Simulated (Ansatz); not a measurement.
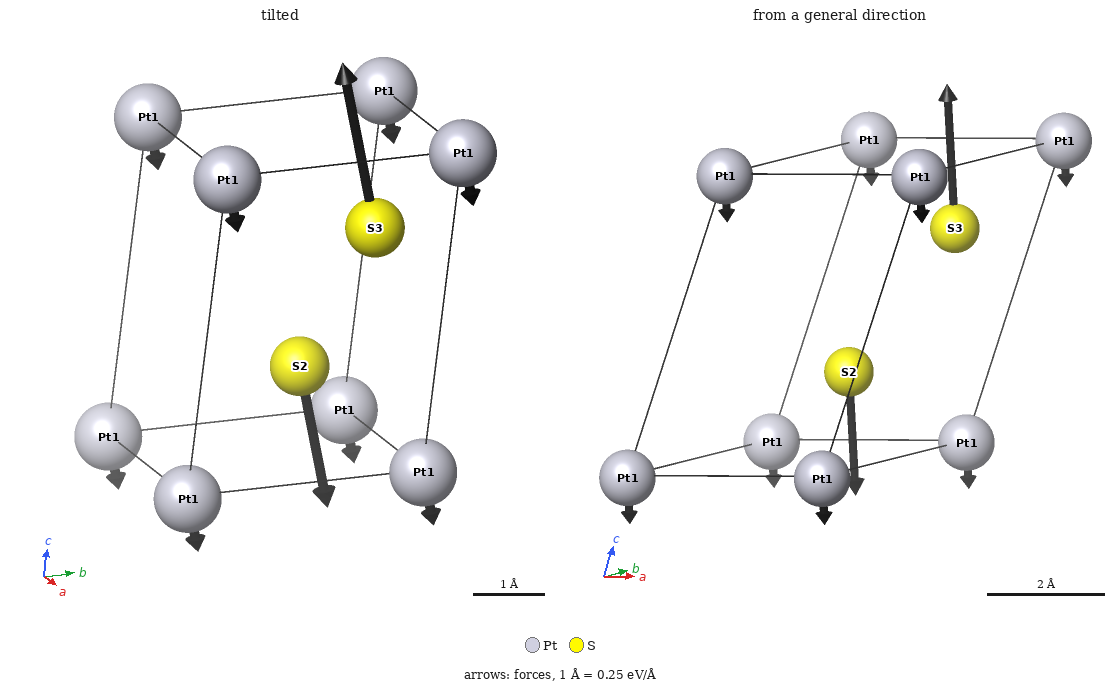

An orthographic spheres-only view of the structure, slightly off an axis and from a general direction. The parallelepiped is the cell (the run's own, in a reduced setting). The arrows are the computed forces on the atoms.

System: PtS2. All computed values are from DFT, HSE06, plane waves, PAW (Ansatz). Settings: a plane-wave cutoff of 420 eV, k-points about 0.35 Å⁻¹ apart, Fermi-Dirac smearing of 0.02 eV, no spin polarisation.

**Is this an equilibrium geometry?**

No. The atoms still feel forces of up to about 0.54 eV/Å, far above a usual threshold of 0.01 to 0.03 eV/Å.

**Which atom has the biggest force on it?**

S3, about 0.54 eV/Å.

Source of the structure: a structure type filled with these elements by a generator (whether the compound takes this form wasn't checked). Earlier steps of the study, as a rule a relaxation of our own, may have changed the cell and positions, so they can lie some per cent off the listed ones. It was run through Ansatz as a DFT input.
